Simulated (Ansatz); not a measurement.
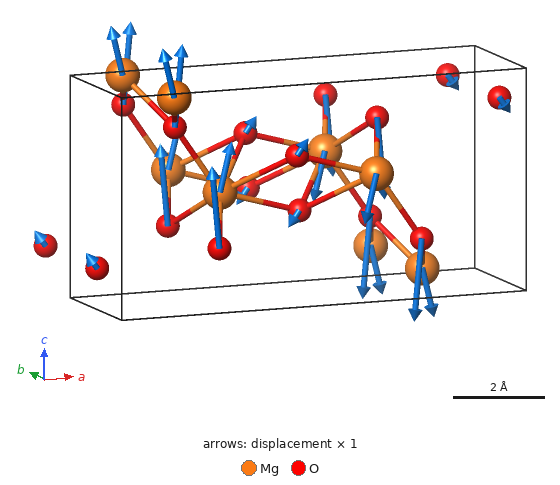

This is a relaxation of a crystal of MgO2 (a generated structure, set up in Pnma) (coarse preliminary run). The starting structure is drawn; blue arrows show the displacements (the part carried along by the change of the cell is left out), at their true length.

Style: ball-and-stick. Shown: the cell of the calculation, repeated 1 × 2 × 1 with one cell outlined, slightly off an axis.

Case: Al → Mg on all its sites, cell and atoms relaxed.

The calculation used DFT PBEsol, scalar-relativistic, plane waves, PAW in Ansatz 0.2.0.

Input file:
```yaml
crystal:
  lattice:
    - [9.7094539813, 0.0, 0.0]
    - [0.0, 3.0223505727, 0.0]
    - [0.0, 0.0, 5.0209492658]
  atoms:
    - { symbol: Mg, position: [0.1615682744, 0.25, 0.9539249096] }
    - { symbol: Mg, position: [0.8384317256, 0.75, 0.0460750904] }
    - { symbol: Mg, position: [0.3384317256, 0.75, 0.4539249096] }
    - { symbol: Mg, position: [0.6615682744, 0.25, 0.5460750904] }
    - { symbol: O, position: [0.7732385145, 0.25, 0.2384836807], spin: 0.7 }
    - { symbol: O, position: [0.2267614855, 0.75, 0.7615163193], spin: 0.7 }
    - { symbol: O, position: [0.7267614855, 0.75, 0.7384836807], spin: 0.7 }
    - { symbol: O, position: [0.2732385145, 0.25, 0.2615163193], spin: 0.7 }
    - { symbol: O, position: [0.9651677116, 0.25, 0.8468077922], spin: 1.21 }
    - { symbol: O, position: [0.0348322884, 0.75, 0.1531922078], spin: 1.21 }
    - { symbol: O, position: [0.5348322884, 0.75, 0.3468077922], spin: 1.21 }
    - { symbol: O, position: [0.4651677116, 0.25, 0.6531922078], spin: 1.21 }
basis:
  ecutwfc: 420
kpoints:
  mp_grid: { grid: [2, 6, 4] }
hamiltonian:
  xc: pbesol
scf:
  occupations: { method: gaussian, width: 0.1 }
output:
  forces: true
  stress: true
  eigenvalues: true
  populations: true
magnetization:
  spin_polarized: true
relax:
  adjacent_minimum: "off"
  f_tol: 0.05
  max_steps: 60
  cell: { stress_tol: 0.5 }
```

Launched with:
```bash
ansatz run input.yaml --threads 2 --pin off --max-ram 5120MiB --backend cpu --events-out ev --progress --plain --runs-dir out
```

Question: Which element moves most?

Answer: Oxygen: up to 1.88 Å, against 1.17 Å for magnesium.

Question: What did the optimiser do to the structure, and how much energy did it gain?

Answer: The largest moves relative to the cell, 1.88 Å, are those of O5, O6, O7 and O8. O7 goes along −c. Largest moves by element: O 1.88 Å, Mg 1.17 Å. The drawn cell changes as follows: a 9.709 → 7.729 Å (−20.4 %), b 3.022 → 3.812 Å (+26.1 %), c 5.021 → 3.819 Å (−23.9 %); the volume changes by −23.7 %. Some distances before and after: Mg1–O9 4.872 → 2.138 Å, Mg1–O8 3.642 → 2.138 Å, Mg1–O8 (another image) 1.887 → 2.140 Å, Mg1–O6 1.902 → 2.137 Å. New bonds form, among them: Mg1–O8 (3.64 → 2.14 Å), Mg1–O9 (4.87 → 2.14 Å), Mg2–O10 (4.87 → 2.14 Å), Mg2–O7 (3.64 → 2.14 Å). Bond angles that change, for instance: O6–Mg3–O11 140.8° → 180.0°, O12–Mg3–O12 87.2° → 126.2°, Mg1–O10–Mg1 87.2° → 126.2°. The space group (tolerance 0.01 Å) goes from Pnma (No. 62) to I4/mmm (No. 139). Over 28 accepted moves (32 points after the start) the energy falls by 493 meV per atom. Largest force component: 0.61 eV/Å at the start, 0.0065 eV/Å at the end. The pressure goes from 10.57 to 0.11 GPa. The SCF was repeated 4 times at an unchanged geometry on a basis and grid sized afresh for the cell, which shifted the energy by 9.7 meV per atom at most. The program noted that the starting moments weren't kept. The run took 9.1 min on 2 threads of Arm Neoverse V1 (shared host), peak memory 0.62 GiB.
